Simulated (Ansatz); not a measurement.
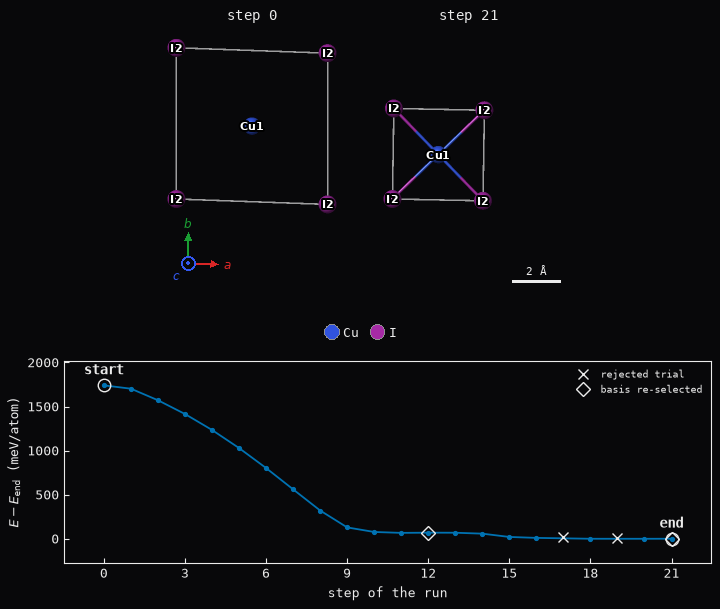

First and last geometry of a relaxation of a free-standing layer of CuI (a generated structure, set up in Cmmm) (coarse preliminary run), with the history of the run. A ball-and-stick model of the cell of the calculation, outlined in the plane, without the vacuum, seen along the c axis.

Theory: DFT PBE, scalar-relativistic, plane waves, PAW in Ansatz. Settings: plane-wave cutoff 420 eV; k-point mesh 4 × 4 × 1; occupations gaussian; smearing width 0.1 eV; collinear spin; cell and atoms relaxed; force threshold 0.04 eV/Å; at most 70 steps.

Question: What do the curves and the structures tell?

Answer: It converged. No atom moves by more than 0.005 Å relative to the cell and the layer's centre. In the plane the drawn cell goes a 6.409 → 3.838 Å (−40.1 %), b 6.409 → 3.838 Å (−40.1 %). Near-neighbour distances that change, for instance: Cu1–I2 4.612 → 2.719 Å, Cu1–I2 (another image) 4.451 → 2.709 Å. New bonds form, among them: Cu1–I2 (4.45 → 2.71 Å), Cu1–I2 (4.61 → 2.72 Å). The energy falls by 1740 meV per atom in 17 accepted moves (21 points after the start). All forces vanish by symmetry, so only the cell relaxes. The line search rejected the trial steps at points 17, 19 of the run. The SCF was repeated twice at an unchanged geometry on a basis and grid sized afresh for the cell, which shifted the energy by 2.3 meV per atom at most. The program noted that the starting moments weren't kept, and that it reset the height of the cell. Cost: 7.7 min on 1 thread of Arm Neoverse V2, with other jobs on the host, peak memory 1.1 GiB.
